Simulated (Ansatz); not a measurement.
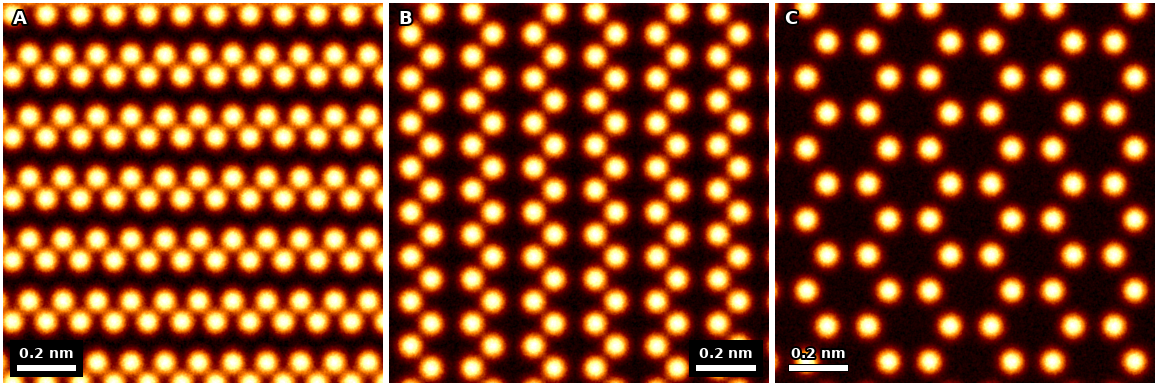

Three views of Co (P6_3/mmc, No. 194) along different zone axes. Simulated incoherent Z contrast: every atom adds Z^1.7 spread by a probe of 0.54 Å full width; channelling and multiple scattering are left out. The display is stretched by a gamma of 0.65; percentages refer to the linear signal. Shot noise was added. Model: coordinates from a relaxation with DFT, LDA (PW92), plane waves (420 eV) with PAW, scalar-relativistic in Ansatz 0.2.0; the starting structure was generated, so it need not be a known form of this composition.

```cif
data_structure
_symmetry_space_group_name_H-M 'P6_3/mmc'
_symmetry_Int_Tables_number 194
_cell_length_a 2.4297
_cell_length_b 2.4297
_cell_length_c 3.9161
_cell_angle_alpha 90.000
_cell_angle_beta 90.000
_cell_angle_gamma 120.000
_cell_volume 20.02
loop_
_atom_site_label
_atom_site_type_symbol
_atom_site_symmetry_multiplicity
_atom_site_Wyckoff_symbol
_atom_site_fract_x
_atom_site_fract_y
_atom_site_fract_z
_atom_site_occupancy
Co1 Co 2 c 0.66667 0.33333 0.75000 1
```

Question: Match the panels to the zone axes [001], [102] and [201].

Answer: A is [102]: projected cell 1.16 × 2.10 Å, 90°, plane group p2mg. B is [201]: projected cell 1.52 × 2.24 Å, 110°, plane group c2mm. C is [001]: projected cell 2.43 × 2.43 Å, 120°, plane group p6mm.
